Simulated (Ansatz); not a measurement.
System: Ru.

The calculation's input:

```
crystal:
  lattice:
    - [-3.1150859713, 2.6920233312, 1.3674379324]
    - [2.6920233312, -3.1150859713, 1.3674379324]
    - [2.3409072207, 2.3409072207, -2.1422779326]
  atoms:
    - { symbol: Ru, position: [0.9806518694, 0.0193481306, 0.0], spin: 1.0 }
    - { symbol: Ru, position: [0.7693481306, 0.2306518694, 0.5], spin: 1.0 }
hamiltonian:
  xc: pbe
  pseudopotentials:
    kind: paw
    azcp:
      Ru: "pseudopotentials/Ru.paw.azcp"
basis:
  ecutwfc: 420
  fft_grid_basis: typed
kpoints:
  mp_grid: { grid: [19, 19, 13], shift: [0, 0, 0] }
magnetization:
  spin_polarized: true
scf:
  occupations: { method: fermi_dirac, width: 0.05 }
  lower_state_search: "off"
output:
  stress: true
  write_density: true
  write_potential: true
  elf: true
  volumetric_format: npy
```

Launched as:

```sh
ansatz run input.yaml --threads 2 --pin off --max-ram 6144MiB --backend cpu --events-out ev --progress --plain --runs-dir out
```

Below, planes, directions and counts refer to the conventional cell (a = 2.80 Å, b = 8.21 Å, c = 2.78 Å, α = 90.00°, β = 89.98°, γ = 90.00°).

Space group Cmcm; set up as Ru, beta-Sn type; a generated structure, not necessarily the stable one; changed on purpose from its base cell (volume × 1.08); computed pressure about −18 GPa in this cell; the program warned that a starting moment wasn't kept; spin-polarised, but the moments vanished.

Level of theory: DFT, PBE, plane waves (420 eV) with PAW, scalar-relativistic in Ansatz 0.2.0.

What will maps of the valence pseudo-density and electron localisation function show?

Ru–Ru (2.78 Å): the density is about 0.35 e/Å³ at the midpoint; the ELF is about 0.30 at the midpoint (no localised pair shows between them).
Ru–Ru (2.78 Å): ρ at the midpoint is about 0.35 e/Å³; the ELF is about 0.30 at the midpoint (no localised pair shows between them).

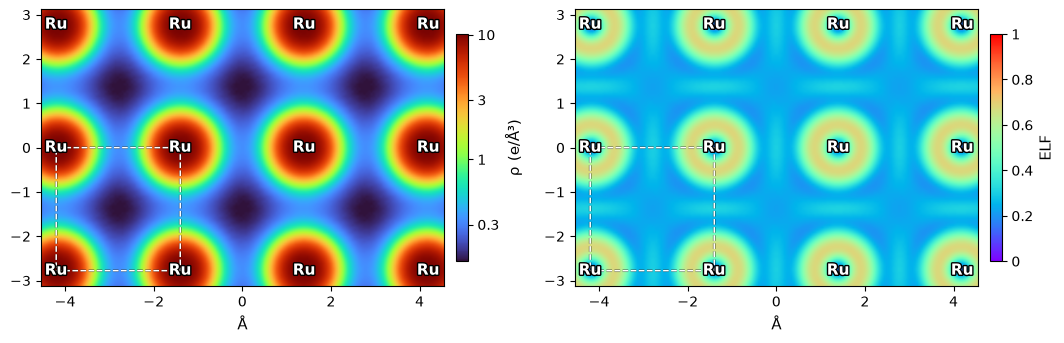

Computed valence pseudo-density and electron localisation function on the (010) plane of the conventional cell, in this order. 

Core electrons are frozen (PAW), and the valence fields are smoothed inside the atomic spheres.
